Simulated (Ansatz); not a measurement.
**Ge5H3: geometry relaxation (part 3 of 4)**

The same run, continued: Ge5H3 (slab, 8 atoms in the cell); DFT r2SCAN, scalar-relativistic, plane waves, PAW, spin-polarised (Ansatz 0.2.0); cutoff 500 eV, 7×7×1 k-mesh, Gaussian smearing of 0.05 eV, collinear spins. The structure derives from an entry of the Crystallography Open Database. The input holds or restrains some coordinates. Forces given for the steps count only the free coordinates.

Geometry of the input (Å; fractional positions):
```
4.0128  0.0000  0.0000
0.0000  4.0128  0.0000
0.0000  0.0000  25.5873
H  0.5000  0.8215  0.3322
H  0.5000  0.1785  0.3322
Ge 0.5000  0.5000  0.3679
Ge 0.0000  0.5000  0.4233
Ge 0.0000  0.0000  0.4783
Ge 0.5000  0.0000  0.5337
Ge 0.5000  0.5000  0.5903
H  0.5000  0.5000  0.6497
```

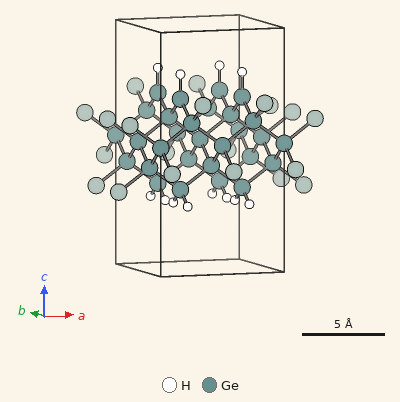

**Figure 1.** The geometry at step 3 of the log (ball-and-stick view of the 2 × 2 repeat of the cell, with the vacuum cut short, seen slightly off an axis; neighbours outside the cell are drawn fainter).

Output, continued:
```
SCF iter   1: F=—  HF=-21559.988996 eV  |F-HF|=—  |Δ(HF+E_count)|=         —  Δρ=5.03e-3 (↑3.51e-3 ↓5.03e-3)  dr2=7.51e-2  dr2_τ=2.67e-2  dr2_m=3.72e-2  M=0.143 μB ∫|m|=0.251 μB  β_m=1.20  ethr=9.96e-5  p=-0.005 e·Å  D=-2.07e-3 V/Å  ΔV_dip=0.05 eV  dr2_dipole=2.11e-3  V_vac-E_F(+/−)=4.23/4.18 eV  ⟨swp⟩=1.8  Hψ=5380  notcnv=0  defer=107
efield: sawtooth ramp at fractional position 0.9410 (handed on by an earlier solve), width 0.1000; the density the first Hamiltonian is built on has a dipole p = -0.005 e·Å; the dipole correction subtracts the counter field D = -2.07e-3 V/Å, which shifts the + side's vacuum level by +0.05 eV against the − side's; the planar-averaged density in the ramp window peaks in size at 2.7e-7 e/Å³
preconditioner: auto → LDOS  [metal: Δε(μ)=0.034 eV  Ē_g=22.780 eV  σ=0.050 eV  W_gap=0.35  n_scr=60 (ndim 8)  ℏωp=15.6 eV  f_vac=0.643  D(μ)=1.56/eV (n_scr^D=6)]
spin=Collinear: LDOS preconditioning applied to the charge; magnetization (m = ρ↑ − ρ↓) channel mixes plain (no charge-response kernel on spin).
SCF iter   2: F=—  HF=-21560.301276 eV  |F-HF|=—  |Δ(HF+E_count)|=   3.12e-1  Δρ=2.48e-3 (↑2.00e-3 ↓2.48e-3)  dr2=3.96e-2  dr2_τ=1.90e-4  dr2_m=6.50e-4  M=0.138 μB ∫|m|=0.179 μB  β_m=1.20  ethr=9.96e-5  p=-0.002 e·Å  D=-8.79e-4 V/Å  ΔV_dip=0.02 eV  dr2_dipole=5.00e-4  V_vac-E_F(+/−)=4.29/4.27 eV  ⟨swp⟩=4.1  Hψ=2836  notcnv=0  defer=114  κ⁻¹=1.0e0(r=1)
SCF iter   3: F=—  HF=-21560.307873 eV  |F-HF|=—  |Δ(HF+E_count)|=   6.60e-3  Δρ=1.44e-3 (↑1.36e-3 ↓1.44e-3)  dr2=1.49e-2  dr2_τ=7.54e-5  dr2_m=3.99e-5  M=0.133 μB ∫|m|=0.154 μB  β_m=1.20  ethr=5.43e-5  p=-0.000 e·Å  D=-4.77e-6 V/Å  ΔV_dip=0.00 eV  dr2_dipole=1.11e-4  V_vac-E_F(+/−)=4.28/4.28 eV  ⟨swp⟩=2.1  Hψ=1895  notcnv=0  defer=108  κ⁻¹=9.0e-2(r=2)
SCF iter   4: F=—  HF=-21560.310344 eV  |F-HF|=—  |Δ(HF+E_count)|=   2.47e-3  Δρ=2.98e-4 (↑2.98e-4 ↓2.38e-4)  dr2=5.87e-4  dr2_τ=5.19e-6  dr2_m=5.27e-5  M=0.124 μB ∫|m|=0.142 μB  β_m=1.20  ethr=2.04e-5  p=0.000 e·Å  D=1.48e-4 V/Å  ΔV_dip=-0.00 eV  dr2_dipole=1.95e-10  V_vac-E_F(+/−)=4.29/4.29 eV  ⟨swp⟩=2.1  Hψ=1814  notcnv=0  defer=108  κ⁻¹=6.7e-3(r=3)
SCF iter   5: F=—  HF=-21560.311015 eV  |F-HF|=—  |Δ(HF+E_count)|=   6.71e-4  Δρ=1.28e-4 (↑1.28e-4 ↓1.18e-4)  dr2=2.26e-4  dr2_τ=1.04e-6  dr2_m=4.88e-6  M=0.120 μB ∫|m|=0.135 μB  β_m=1.20  ethr=8.04e-7  p=-0.001 e·Å  D=-5.71e-4 V/Å  ΔV_dip=0.01 eV  dr2_dipole=1.89e-7  V_vac-E_F(+/−)=4.31/4.30 eV  ⟨swp⟩=2.1  Hψ=1822  notcnv=0  defer=108  κ⁻¹=1.4e-3(r=4)
SCF iter   6: F=—  HF=-21560.311294 eV  |F-HF|=—  |Δ(HF+E_count)|=   2.79e-4  Δρ=5.87e-5 (↑5.87e-5 ↓5.59e-5)  dr2=5.36e-5  dr2_τ=2.48e-7  dr2_m=3.40e-6  M=0.111 μB ∫|m|=0.127 μB  β_m=1.20  ethr=3.09e-7  p=-0.004 e·Å  D=-1.55e-3 V/Å  ΔV_dip=0.04 eV  dr2_dipole=7.33e-8  V_vac-E_F(+/−)=4.34/4.30 eV  ⟨swp⟩=2.1  Hψ=1813  notcnv=0  defer=108  κ⁻¹=2.8e-4(r=5)
SCF iter   7: F=—  HF=-21560.311442 eV  |F-HF|=—  |Δ(HF+E_count)|=   1.48e-4  Δρ=5.54e-5 (↑4.43e-5 ↓5.54e-5)  dr2=2.39e-5  dr2_τ=9.54e-8  dr2_m=5.77e-6  M=0.097 μB ∫|m|=0.112 μB  β_m=1.20  ethr=7.34e-8  p=-0.005 e·Å  D=-2.09e-3 V/Å  ΔV_dip=0.05 eV  dr2_dipole=9.08e-7  V_vac-E_F(+/−)=4.35/4.30 eV  ⟨swp⟩=19.8  Hψ=14175  notcnv=0  κ⁻¹=7.7e-5(r=6)
SCF iter   8: F=—  HF=-21560.311508 eV  |F-HF|=—  |Δ(HF+E_count)|=   6.62e-5  Δρ=6.50e-5 (↑4.91e-5 ↓6.50e-5)  dr2=3.36e-5  dr2_τ=1.10e-7  dr2_m=9.20e-6  M=0.088 μB ∫|m|=0.103 μB  β_m=1.20  ethr=3.28e-8  p=-0.005 e·Å  D=-2.13e-3 V/Å  ΔV_dip=0.05 eV  dr2_dipole=3.19e-6  V_vac-E_F(+/−)=4.36/4.30 eV  ⟨swp⟩=16.1  Hψ=11898  notcnv=0  κ⁻¹=2.9e-1(r=6)
SCF iter   9: F=—  HF=-21560.312159 eV  |F-HF|=—  |Δ(HF+E_count)|=   6.51e-4  Δρ=1.23e-4 (↑8.45e-5 ↓1.23e-4)  dr2=1.97e-4  dr2_τ=2.75e-6  dr2_m=3.58e-5  M=0.034 μB ∫|m|=0.045 μB  β_m=0.93  ethr=3.28e-8  p=-0.005 e·Å  D=-2.38e-3 V/Å  ΔV_dip=0.06 eV  dr2_dipole=3.80e-5  V_vac-E_F(+/−)=4.36/4.30 eV  ⟨swp⟩=18.5  Hψ=15338  notcnv=0
Mixer restart at iter 9: flushing history
SCF iter  10: F=—  HF=-21560.312359 eV  |F-HF|=—  |Δ(HF+E_count)|=   2.00e-4  Δρ=9.34e-5 (↑5.57e-5 ↓9.34e-5)  dr2=1.46e-4  dr2_τ=1.25e-7  dr2_m=1.74e-5  M=0.024 μB ∫|m|=0.032 μB  β_m=0.83  ethr=3.28e-8  p=-0.006 e·Å  D=-2.50e-3 V/Å  ΔV_dip=0.06 eV  dr2_dipole=2.69e-5  V_vac-E_F(+/−)=4.35/4.29 eV  ⟨swp⟩=3.0  Hψ=2720  notcnv=0  defer=12  κ⁻¹=1.0e0(r=1)
SCF iter  11: F=—  HF=-21560.312538 eV  |F-HF|=—  |Δ(HF+E_count)|=   1.79e-4  Δρ=2.70e-5 (↑2.70e-5 ↓2.58e-5)  dr2=9.60e-6  dr2_τ=1.39e-7  dr2_m=1.58e-6  M=-0.002 μB ∫|m|=0.003 μB  β_m=0.30  ethr=3.28e-8  p=-0.007 e·Å  D=-2.85e-3 V/Å  ΔV_dip=0.07 eV  dr2_dipole=1.21e-8  V_vac-E_F(+/−)=4.34/4.27 eV  ⟨swp⟩=3.4  Hψ=2952  notcnv=0  defer=12  κ⁻¹=2.9e-2(r=2)
SCF iter  12: F=—  HF=-21560.312554 eV  |F-HF|=—  |Δ(HF+E_count)|=   1.56e-5  Δρ=1.62e-5 (↑1.62e-5 ↓1.34e-5)  dr2=6.49e-6  dr2_τ=9.56e-9  dr2_m=3.33e-7  M=-0.000 μB ∫|m|=0.002 μB  β_m=1.01  ethr=1.31e-8  p=-0.006 e·Å  D=-2.78e-3 V/Å  ΔV_dip=0.07 eV  dr2_dipole=4.77e-7  V_vac-E_F(+/−)=4.34/4.27 eV  ⟨swp⟩=16.8  Hψ=11830  notcnv=0  κ⁻¹=8.3e-3(r=3)
SCF iter  13: F=—  HF=-21560.312553 eV  |F-HF|=—  |Δ(HF+E_count)|=   2.61e-7  Δρ=1.06e-5 (↑1.06e-5 ↓8.52e-6)  dr2=4.80e-7  dr2_τ=2.56e-9  dr2_m=2.69e-7  M=-0.004 μB ∫|m|=0.005 μB  β_m=1.20  ethr=8.90e-9  p=-0.006 e·Å  D=-2.80e-3 V/Å  ΔV_dip=0.07 eV  dr2_dipole=1.30e-8  V_vac-E_F(+/−)=4.34/4.27 eV  ⟨swp⟩=15.7  Hψ=11691  notcnv=0  κ⁻¹=2.7e-3(r=4)
SCF iter  14: F=-21560.312557 eV  HF=-21560.312557 eV  |F-HF|=2.56e-7  |Δ(HF+E_count)|=   3.87e-6  Δρ=4.68e-6 (↑4.68e-6 ↓3.63e-6)  dr2=2.34e-7  dr2_τ=7.26e-10  dr2_m=4.52e-8  M=-0.002 μB ∫|m|=0.002 μB  ethr=6.57e-10  p=-0.006 e·Å  D=-2.78e-3 V/Å  ΔV_dip=0.07 eV  dr2_dipole=2.35e-8  V_vac-E_F(+/−)=4.34/4.27 eV  ⟨swp⟩=13.1  Hψ=11414  notcnv=0
at 1 of the mixer's solves, the last at iteration 8, it left a direction of its history that read negative out of its fit and stepped the other way along it
WARN: the starting moments were not kept: the SCF closed with an absolute magnetisation of 2.1e-3 μB, where they sum to 1 μB in size (1 site). That is at most 0.1 of that sum. Measured as dr2_m measures the in/out step, that magnetisation stands 3.2e-7 eV from none, at or under the dr2_threshold of 9.6e-5 eV: it is no larger than a step whose dr2_m would equal this threshold. The system may hold no moment; this SCF shows only that its start led to no more than that. This SCF took its magnetisation from the state that an earlier stage of the run handed on, and the starting moments (crystal.atoms[].spin, magnetization.per_species, magnetization.initial_magnetization, or on a non-collinear deck that types none of these the spinor_matrix: blocks that start its atoms; where the total moment is fixed, keep their sum and leave initial_magnetization as it is) reach it only through that state. Under a hybrid functional, moments that its semilocal warm-up loses can be held through it (magnetization.spin_locking: {lock_spins: true, release_at_the_exchange_loop: true}, refused in a deck that types no crystal.atoms[].spin or magnetization.per_species, and beside md: or magnetic_configurations:, beside output.atomic_orbital_hamiltonian at one k-point under exchange of full range, and beside output.current_voltage). To try another start, change the starting moments or, where the run itself opened from a saved state (the deck's checkpoint.read, a session's seed or a resume), run it without that state.
SCF 2 converged in 14 iterations: F = -21560.312557 eV  dr2 = 2.34e-7
[... from here on the iterations of each SCF are left out, up to the last one ...]
relax step   2: F+E_penalty+E_count = -21560.31255747 eV  Δ(F+E_penalty+E_count) = -8.509e-2 eV  max|allowed force component| = 3.264e-1 eV/Å  Δτ_max = 0.1719 Å  (14 SCF iters, dr2 threshold 9.58e-5 eV, accepted)
efield: sawtooth ramp at fractional position 0.9410 (handed on by an earlier solve), width 0.1000; the density the first Hamiltonian is built on has a dipole p = -0.006 e·Å; the dipole correction subtracts the counter field D = -2.78e-3 V/Å, which shifts the + side's vacuum level by +0.07 eV against the − side's; the planar-averaged density in the ramp window peaks in size at 3.4e-7 e/Å³
preconditioner: auto → Resta (q_TF=auto, 2.045 Å⁻¹)  ε∞=1.5  [insulator: Δε(μ)=0.102 eV  Ē_g=22.723 eV  σ=0.050 eV  W_gap=0.80  n_scr=60 (ndim 8)  ℏωp=15.6 eV  f_vac=0.641  D(μ)=1.25/eV (n_scr^D=6)  ε∞_Penn≈1.5  vacuum switching on, ρ_ref=3.7e-2 e/Å³]
spin=Collinear: Resta preconditioning applied to the charge; magnetization (m = ρ↑ − ρ↓) channel mixes plain (no charge-response kernel on spin).
the starting moments were not kept: the SCF closed with an absolute magnetisation of 2.1e-3 μB, where they sum to 1 μB in size (1 site). That is at most 0.1 of that sum. Measured as dr2_m measures the in/out step, that magnetisation stands 3.6e-7 eV from none, at or under the dr2_threshold of 6.7e-6 eV: it is no larger than a step whose dr2_m would equal this threshold.
SCF 3 converged in 11 iterations: F = -21560.320343 eV  dr2 = 2.56e-10
relax step   3: F+E_penalty+E_count = -21560.32034336 eV  Δ(F+E_penalty+E_count) = -7.786e-3 eV  max|allowed force component| = 1.737e-2 eV/Å  Δτ_max = 0.0445 Å  (11 SCF iters, dr2 threshold 6.66e-6 eV, accepted)
efield: sawtooth ramp at fractional position 0.9410 (handed on by an earlier solve), width 0.1000; the density the first Hamiltonian is built on has a dipole p = -0.007 e·Å; the dipole correction subtracts the counter field D = -3.11e-3 V/Å, which shifts the + side's vacuum level by +0.08 eV against the − side's; the planar-averaged density in the ramp window peaks in size at 2.6e-7 e/Å³
preconditioner: auto → Resta (q_TF=auto, 2.045 Å⁻¹)  ε∞=1.5  [insulator: Δε(μ)=0.109 eV  Ē_g=22.735 eV  σ=0.050 eV  W_gap=0.83  n_scr=60 (ndim 8)  ℏωp=15.6 eV  f_vac=0.641  D(μ)=1.27/eV (n_scr^D=6)  ε∞_Penn≈1.5  vacuum switching on, ρ_ref=3.7e-2 e/Å³]
spin=Collinear: Resta preconditioning applied to the charge; magnetization (m = ρ↑ − ρ↓) channel mixes plain (no charge-response kernel on spin).
the starting moments were not kept: the SCF closed with an absolute magnetisation of 1.4e-4 μB, where they sum to 1 μB in size (1 site). That is at most 0.1 of that sum. Measured as dr2_m measures the in/out step, that magnetisation stands 1.5e-9 eV from none, at or under the dr2_threshold of 1.0e-7 eV: it is no larger than a step whose dr2_m would equal this threshold.
SCF 4 converged in 5 iterations: F = -21560.320344 eV  dr2 = 3.23e-11
relax step   4: F+E_penalty+E_count = -21560.32034351 eV  Δ(F+E_penalty+E_count) = -1.408e-7 eV  max|allowed force component| = 1.738e-2 eV/Å  Δτ_max = 0.0000 Å  (5 SCF iters, accepted)
iter 1 solved again at ethr=1.00e-12 eV; its pass at ethr=3.10e-3 eV (dr2=3.17e-11 eV) is discarded
```
